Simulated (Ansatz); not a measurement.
## Run report: Zr$_{8}$O$_{15}$ (charge +1), geometry relaxation (part 1 of 3)

Zr$_{8}$O$_{15}$ (defect cell, 23 atoms in the cell, total charge +1), computed with DFT PBE, scalar-relativistic, plane waves, PAW, spin-polarised (Ansatz 0.2.0).

The structure derives from a Materials Project entry. It belongs to a series of runs on one base structure; here: V_O, charge +1, atoms relaxed at the host's cell. Figures and captions count atoms from 1; the log counts them from 0 in places.

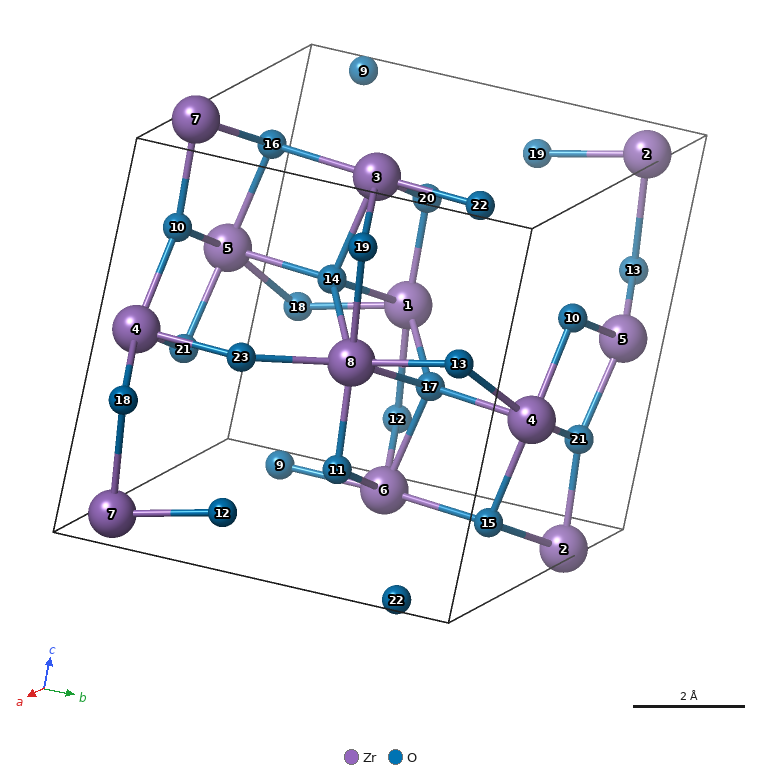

The input geometry (ball-and-stick view of the cell of the calculation, seen slightly off an axis; atoms are numbered from 1 in the order of the input).

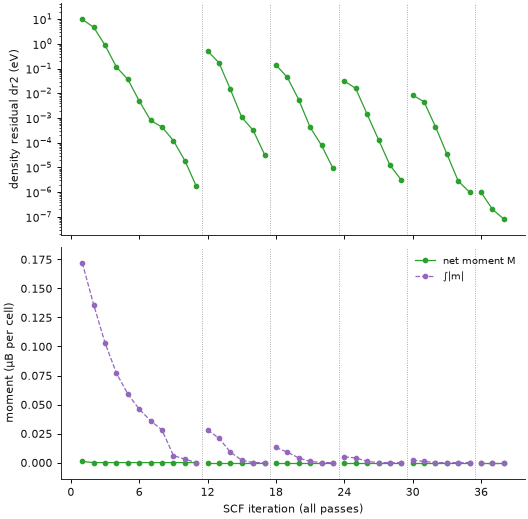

Convergence of the self-consistent field: density residual dr2 and magnetic moment against the SCF iteration. The dotted lines part the SCF passes of the relaxation: geometry steps, rejected trials and re-solves on a re-selected basis. The 6 passes take 3 to 11 iterations each, 38 in all. The net moment stays at 0.0 μB per cell, and ∫|m| falls to zero.

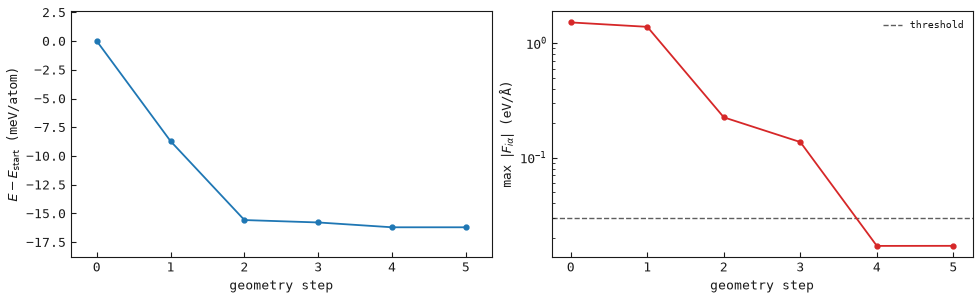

Progress of the relaxation, step by step (the first geometry is step 0 here and step 1 in the log).

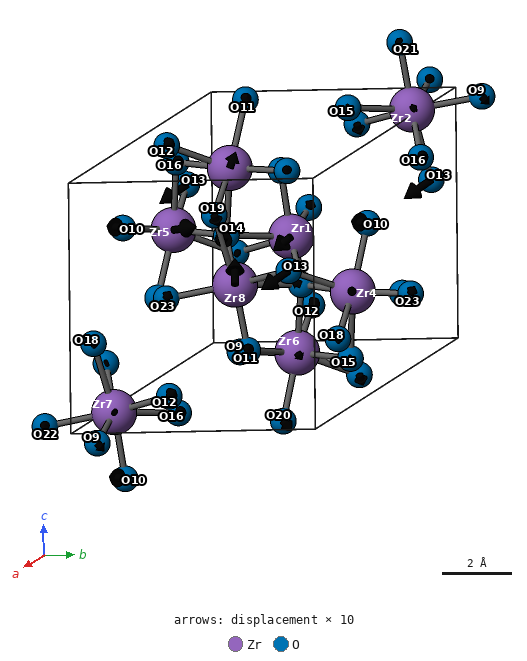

The starting structure with the displacements as black arrows, magnified 10 times (ball-and-stick view of the cell of the calculation, with bonded neighbours outside it, seen at an oblique angle). O13 moves most: 0.11 Å. By element the largest moves are O 0.11 Å, Zr 0.10 Å. The lattice vectors keep their values. Among the contacts that change: Zr5–O14 2.306 → 2.151 Å, Zr3–O14 2.155 → 2.258 Å, Zr8–O19 2.343 → 2.259 Å, Zr4–O13 2.197 → 2.272 Å. Among the angles that change: Zr5–O13–Zr8 105.1° → 114.3°, O13–Zr8–O14 116.2° → 123.1°, O13–Zr8–O23 141.9° → 136.1°. After 5 geometry steps the energy has fallen by 16.2 meV per atom. The largest force component goes from 1.5 to 0.017 eV/Å. (Atoms are counted from 1 in the order of the input.)

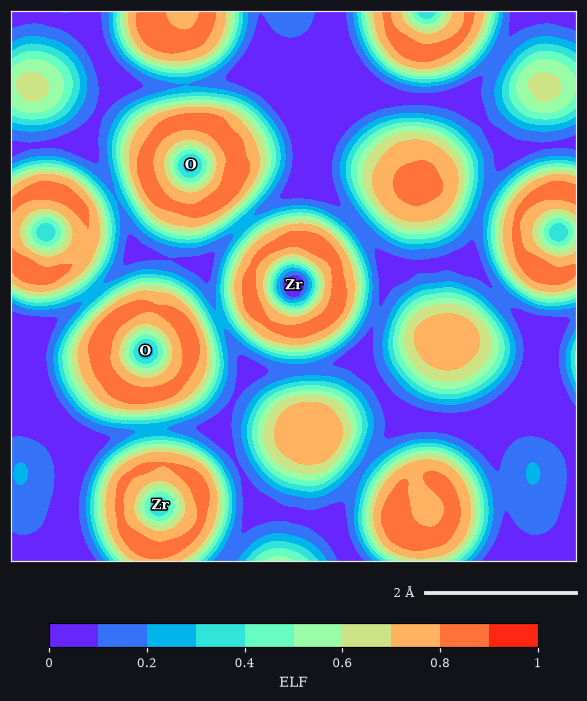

Electron localisation function on the (010) plane of the calculation cell. Atoms in the plane: Zr and O. Zr–O (2.07 Å): the ELF peaks at about 0.85 in the valence shell of O, 0.6 Å from its nucleus, and drops to about 0.25 between the two atoms (no shared pair; the contact is polar). Zr–O (2.07 Å): the ELF peaks at about 0.85 in the valence shell of O, 0.6 Å from its nucleus, and drops to about 0.25 between the two atoms; a polar contact without a shared pair, in a metal. Zr–O (2.16 Å): the ELF peaks at about 0.85 in the valence shell of O, 0.6 Å from its nucleus, and drops to about 0.20 between the two atoms; a polar contact without a shared pair, in a metal. Zr–O (2.16 Å): the ELF peaks at about 0.85 in the valence shell of O, 0.6 Å from its nucleus, and drops to about 0.20 between the two atoms; no shared pair; the contact is polar. The strong features right at Zr lie inside the PAW spheres (semicore, d or f shells) and say nothing about bonding. In a PAW calculation such maps are meaningful between the atoms, not at the nuclei.

The input that produced these results follows, with the program's output.

**The input**
```yaml
crystal:
  lattice:
    - [-4.2974407752, 0.0, -5.2917550981]
    - [5.189566491, 5.2420801573, -0.0119863926]
    - [5.189566491, -5.2420801573, -0.0119863926]
  atoms:
    - { symbol: Zr, position: [0.2117531722, 0.4455765346, 0.4916073603], spin: 0.333 }
    - { symbol: Zr, position: [0.2114573058, 0.9451189524, 0.9891011424] }
    - { symbol: Zr, position: [0.7122801528, 0.4916909881, 0.9465663026] }
    - { symbol: Zr, position: [0.7107876522, 0.9887536662, 0.4439964135] }
    - { symbol: Zr, position: [0.2893796088, 0.0102881186, 0.5550976348], spin: 0.333 }
    - { symbol: Zr, position: [0.2903019395, 0.5122295435, 0.0561089735] }
    - { symbol: Zr, position: [0.7890408056, 0.0542672911, 0.0093958412] }
    - { symbol: Zr, position: [0.7888327601, 0.5535977731, 0.5079224483], spin: 0.333 }
    - { symbol: O, position: [0.1471508427, 0.1940376852, 0.0130453906] }
    - { symbol: O, position: [0.6395469205, 0.0092034327, 0.6899418135] }
    - { symbol: O, position: [0.652638228, 0.5232201122, 0.1969816796] }
    - { symbol: O, position: [0.9749014054, 0.3890198227, 0.133731783] }
    - { symbol: O, position: [0.979680006, 0.8852591688, 0.6259642691] }
    - { symbol: O, position: [0.5278722048, 0.3668149752, 0.6141891579] }
    - { symbol: O, position: [0.5272242097, 0.8687213548, 0.1120654412] }
    - { symbol: O, position: [0.4750962055, 0.1332926669, 0.8901775775] }
    - { symbol: O, position: [0.4714595026, 0.6377268027, 0.3908008585] }
    - { symbol: O, position: [0.0258126964, 0.1111585485, 0.3668474137] }
    - { symbol: O, position: [0.0272468255, 0.6110886383, 0.8703199894] }
    - { symbol: O, position: [0.3545486097, 0.4901693911, 0.8067208663] }
    - { symbol: O, position: [0.3477925915, 0.9774490443, 0.3058248977] }
    - { symbol: O, position: [0.8530638195, 0.8081744358, 0.98012798] }
    - { symbol: O, position: [0.855225357, 0.3100357675, 0.4810580443] }
  host:
    lattice:
      - [5.189566491, 0.0, -0.0119863926]
      - [0.0, 5.2420801573, 0.0]
      - [-0.8921257158, 0.0, 5.3037414908]
    atoms:
      - { symbol: Zr, position: [0.7242321852, 0.9562064421, 0.7899661589] }
      - { symbol: Zr, position: [0.7242321852, 0.5437935579, 0.2899661589] }
      - { symbol: Zr, position: [0.2757678148, 0.4562064421, 0.7100338411] }
      - { symbol: Zr, position: [0.2757678148, 0.0437935579, 0.2100338411] }
      - { symbol: O, position: [0.0649840334, 0.1736495758, 0.8500018291] }
      - { symbol: O, position: [0.0649840334, 0.3263504242, 0.3500018291] }
      - { symbol: O, position: [0.5490158619, 0.2567540134, 0.0244693451] }
      - { symbol: O, position: [0.4509841381, 0.7567540134, 0.4755306549] }
      - { symbol: O, position: [0.5490158619, 0.2432459866, 0.5244693451] }
      - { symbol: O, position: [0.4509841381, 0.7432459866, 0.9755306549] }
      - { symbol: O, position: [0.9350159666, 0.6736495758, 0.6499981709] }
      - { symbol: O, position: [0.9350159666, 0.8263504242, 0.1499981709] }
total_charge: 1
basis:
  ecutwfc: 420
  xc_grid: 2
kpoints:
  mp_grid: { grid: [2, 2, 2], shift: [0.5, 0.5, 0.5] }
hamiltonian:
  xc: pbe
scf:
  occupations: { method: gaussian, width: 0.02 }
  lower_state_search: "off"
output:
  forces: true
  stress: false
  eigenvalues: true
  populations: true
  charged_corrections:
    defect_position: [0.14999817, 0.69431589, 0.52066631]
    epsilon: [[24.6542, 0.0, 1.482], [0.0, 22.8671, 0.0], [1.482, 0.0, 18.4936]]
  write_density: true
  write_potential: true
  elf: true
  volumetric_format: npy
magnetization:
  spin_polarized: true
relax:
  adjacent_minimum: "off"
  f_tol: 0.03
  max_steps: 40
```

Launched with:
```bash
ansatz run input.yaml --threads 8 --pin off --max-ram 16384MiB --backend cpu --events-out ev --progress --plain --runs-dir out
```

**Output**
```
Engine: ansatz 0.2.0, aarch64-unknown-linux-gnu
Pseudopotentials: kind: paw
Pseudopotential: Zr, paw, valence charge 12, recommended cutoff 420 eV (normal), Zr.paw.azcp
Pseudopotential: O, paw, valence charge 6, recommended cutoff 420 eV (normal), O.paw.azcp
Functional definition: PBE
  parameter kappa = 0.804
  parameter beta = 0.06672455060314922
  exchange = pbe_x(kappa = kappa, mu = beta*pi^2/3)
  correlation = pbe_c(beta = beta)
Crystal: 23 atoms, lattice volume = 288.455 Å³
Basis set: ecut = 420 eV, 5661 PW (Γ), exchange–correlation on 96×100×100 points (8 copies of the dense FFT grid, shifted against one another)
Bands: 116, of which v1, the nominal top of the filled ones, is band 93 counted from 1 (92 counted from 0)
Symmetry: 1 space group operations
Space group: P1 (ITA 1), of the structure as read, at distance tolerance 6.6e-5 Å
Magnetic group: BNS 1.1 (UNI 1), of the structure as read, at distance tolerance 6.6e-5 Å
k-points: 4 of 8 (time reversal used)
Non-local potential: Zr, projectors of the file, l = 0: 3, l = 1: 2, l = 2: 2, l = 3: 2
Non-local potential: O, projectors of the file, l = 0: 2, l = 1: 2, l = 2: 1
PAW form: soft (Blöchl's): semilocal exchange-correlation on the pseudo side does not see the compensation charge
PAW one-centre angular grid: Zr, 590 points (default); XC on 64 Gauss nodes
PAW one-centre angular grid: O, 110 points (default); XC on 64 Gauss nodes
Initial density: superposition of atomic densities (chi_scale 0.1, normalization cell, long waves kept (reshape's long-wave potential 0.10 eV rms))
Starting moments: Σ|m| = 0.999 μB on 3 of 23 sites
Initial wavefunctions: pseudopotential atomic-orbital guess
Functional: x = pbe(κ = 0.804, μ = 0.2195149727645171), c = pbe(β = 0.06672455060314922)
SCF iter   1: F=—  HF=-42035.303241 eV  |F-HF|=—  |Δ(HF+E_count)|=         —  Δρ=3.07e-2 (↑2.73e-2 ↓3.07e-2)  dr2=9.75e0  dr2_m=1.04e-1  M=0.001 μB ∫|m|=0.172 μB  β_m=0.30  ethr=3.10e-3  ⟨swp⟩=4.0  Hψ=3320  notcnv=0  defer=39
preconditioner: auto → Resta (q_TF=auto, 2.534 Å⁻¹)  ε∞=5.8  [insulator: Δε(μ)=0.078 eV  Ē_g=10.941 eV  σ=0.020 eV  W_gap=0.99  n_scr=74 (ndim 8)  ℏωp=24.0 eV  f_vac=0.000  D(μ)=0.31/eV (n_scr^D=0)  ε∞_Penn≈5.8]
spin=Collinear: Resta preconditioning applied to the charge; magnetization (m = ρ↑ − ρ↓) channel mixes plain (no charge-response kernel on spin).
SCF iter   2: F=—  HF=-42034.241365 eV  |F-HF|=—  |Δ(HF+E_count)|=    1.06e0  Δρ=2.18e-2 (↑1.93e-2 ↓2.18e-2)  dr2=4.72e0  dr2_m=5.32e-2  M=0.000 μB ∫|m|=0.136 μB  β_m=0.30  ethr=3.10e-3  ⟨swp⟩=2.0  Hψ=1117  notcnv=0  defer=141
SCF iter   3: F=—  HF=-42033.595313 eV  |F-HF|=—  |Δ(HF+E_count)|=   6.46e-1  Δρ=1.03e-2 (↑9.35e-3 ↓1.03e-2)  dr2=8.74e-1  dr2_m=2.74e-2  M=0.000 μB ∫|m|=0.103 μB  β_m=0.30  ethr=2.55e-3  ⟨swp⟩=2.0  Hψ=1164  notcnv=0  defer=141
SCF iter   4: F=—  HF=-42033.572372 eV  |F-HF|=—  |Δ(HF+E_count)|=   2.29e-2  Δρ=4.74e-3 (↑4.74e-3 ↓3.47e-3)  dr2=1.15e-1  dr2_m=1.43e-2  M=0.000 μB ∫|m|=0.077 μB  β_m=0.30  ethr=4.73e-4  ⟨swp⟩=3.6  Hψ=1705  notcnv=0  defer=143
SCF iter   5: F=—  HF=-42033.595464 eV  |F-HF|=—  |Δ(HF+E_count)|=   2.31e-2  Δρ=2.88e-3 (↑2.88e-3 ↓2.20e-3)  dr2=3.65e-2  dr2_m=7.36e-3  M=0.000 μB ∫|m|=0.059 μB  β_m=0.30  ethr=6.24e-5  ⟨swp⟩=2.4  Hψ=837  notcnv=0  defer=143
SCF iter   6: F=—  HF=-42033.617290 eV  |F-HF|=—  |Δ(HF+E_count)|=   2.18e-2  Δρ=1.53e-3 (↑1.32e-3 ↓1.53e-3)  dr2=4.89e-3  dr2_m=3.81e-3  M=0.000 μB ∫|m|=0.046 μB  β_m=0.30  ethr=1.97e-5  ⟨swp⟩=3.0  Hψ=1570  notcnv=0  defer=143
SCF iter   7: F=—  HF=-42033.623096 eV  |F-HF|=—  |Δ(HF+E_count)|=   5.81e-3  Δρ=9.55e-4 (↑8.65e-4 ↓9.55e-4)  dr2=8.01e-4  dr2_m=1.99e-3  M=0.000 μB ∫|m|=0.036 μB  β_m=0.30  ethr=2.64e-6  ⟨swp⟩=2.0  Hψ=1337  notcnv=0  defer=143
Mixer restart at iter 7: flushing history
spin-set hold released at iteration 7 (site moments contracting): the magnetisation degrees of freedom join the quasi-Newton model from the next iteration; the mixer history was flushed
SCF iter   8: F=—  HF=-42033.623858 eV  |F-HF|=—  |Δ(HF+E_count)|=   7.62e-4  Δρ=6.83e-4 (↑6.42e-4 ↓6.83e-4)  dr2=4.29e-4  dr2_m=1.04e-3  M=0.000 μB ∫|m|=0.028 μB  β_m=0.65  ethr=4.33e-7  ⟨swp⟩=1.6  Hψ=934  notcnv=0  defer=143
SCF iter   9: F=—  HF=-42033.625030 eV  |F-HF|=—  |Δ(HF+E_count)|=   1.17e-3  Δρ=1.46e-4 (↑8.30e-5 ↓1.46e-4)  dr2=1.22e-4  dr2_m=9.38e-6  M=0.000 μB ∫|m|=0.006 μB  β_m=0.60  ethr=2.32e-7  ⟨swp⟩=2.0  Hψ=1347  notcnv=0  defer=143
iter 10 did not close the SCF: its close was put off for a magnetic moment that had not settled (scf_convergence_deferred on its scf_iter line)
SCF iter  10: F=-42033.625081 eV  HF=-42033.625056 eV  |F-HF|=2.46e-5  |Δ(HF+E_count)|=   2.66e-5  Δρ=5.17e-5 (↑5.17e-5 ↓4.50e-5)  dr2=1.91e-5  dr2_m=3.55e-6  M=-0.000 μB ∫|m|=0.003 μB  β_m=0.80  ethr=1.22e-8  ⟨swp⟩=17.4  Hψ=7979  notcnv=0
SCF iter  11: F=-42033.625086 eV  HF=-42033.625085 eV  |F-HF|=8.08e-7  |Δ(HF+E_count)|=   2.91e-5  Δρ=1.03e-5 (↑9.68e-6 ↓1.03e-5)  dr2=1.78e-6  dr2_m=1.54e-8  M=0.000 μB ∫|m|=0.000 μB  ethr=1.03e-8  ⟨swp⟩=9.0  Hψ=6833  notcnv=0
WARN: the starting moments were not kept: the SCF closed with an absolute magnetisation of 1.3e-4 μB, where they sum to 0.999 μB in size (3 sites). That is at most 0.1 of that sum. Measured as dr2_m measures the in/out step, that magnetisation stands 5.2e-10 eV from none, at or under the dr2_threshold of 2.3e-5 eV: it is no larger than a step whose dr2_m would equal this threshold. The system may hold no moment; this SCF shows only that its start led to no more than that. To try another start: raise the starting moments (crystal.atoms[].spin, magnetization.per_species, magnetization.initial_magnetization, or on a non-collinear deck that types none of these the spinor_matrix: blocks that start its atoms; where the total moment is fixed, keep their sum and leave initial_magnetization as it is; typed ones take the place of any that the run laid by itself, positive ones on a crystal's lanthanoids without a Hubbard term where scf.initial_density.shell_occupations: [] is typed) or, if the notice of its spin-set hold's release reads "site moments contracting" or "site moments show no strong build", lengthen the hold (scf.mixing.spin_hold: { on: { confirm: 4 } }; for m-r²SCAN on two components see the key's manual first). Each may lead to a state that holds a moment. A second SCF, from the converged charge density, with the starting moments and any scf.initial_density.shell_occupations laid on it anew, would have followed, and was not run: the deck does not ask for one (magnetization.retry_lost_moments is false, the default). To let it run, set magnetization.retry_lost_moments: true and run the deck again, where that key's refused combinations let it; where memory then withholds it, that run's warning says so.
SCF 1 converged in 11 iterations: F = -42033.625086 eV  dr2 = 1.78e-6
  greatest PAW one-centre occupation: 0.995 electrons in one spin orbital (limit 2), on the Zr atom at site 7 (counted from 0), in its partial waves of l = 0
```
